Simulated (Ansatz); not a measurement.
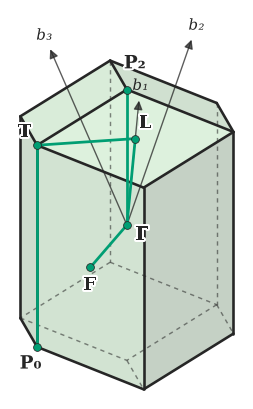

Crystal: S, a calculation's input that goes back to an entry of the Crystallography Open Database (an earlier step may have relaxed or displaced it). The first Brillouin zone and its special points. All values are computed from the atomic coordinates in the standard setting (tolerance 0.002 Å).

Space group No. 148, R-3, hexagonal axes; a = 10.766 Å, b = 10.766 Å, c = 4.225 Å, α = 90.00°, β = 90.00°, γ = 120.00°.

Labels and path follow the convention of Hinuma et al. (2017), as computed by seekpath; the arrows show the directions of the reciprocal primitive vectors b₁, b₂, b₃, in which coordinates are given; lengths include the factor 2π.

List the special points with their coordinates and distances from Γ.

```json
{"point": "Γ", "k₁": "0", "k₂": "0", "k₃": "0", "length of k (1/Å)": "0.000"}
{"point": "T", "k₁": "1/2", "k₂": "−1/2", "k₃": "1/2", "length of k (1/Å)": "1.004"}
{"point": "P₀", "k₁": "0.201", "k₂": "−0.799", "k₃": "0.201", "length of k (1/Å)": "0.896"}
{"point": "P₂", "k₁": "0.201", "k₂": "0.201", "k₃": "0.201", "length of k (1/Å)": "0.896"}
{"point": "L", "k₁": "1/2", "k₂": "0", "k₃": "0", "length of k (1/Å)": "0.816"}
{"point": "F", "k₁": "1/2", "k₂": "−1/2", "k₃": "0", "length of k (1/Å)": "0.584"}
```

What is the zone's volume?

(2π)³ over the primitive cell's volume of 141.37 Å³: 1.75 Å⁻³.
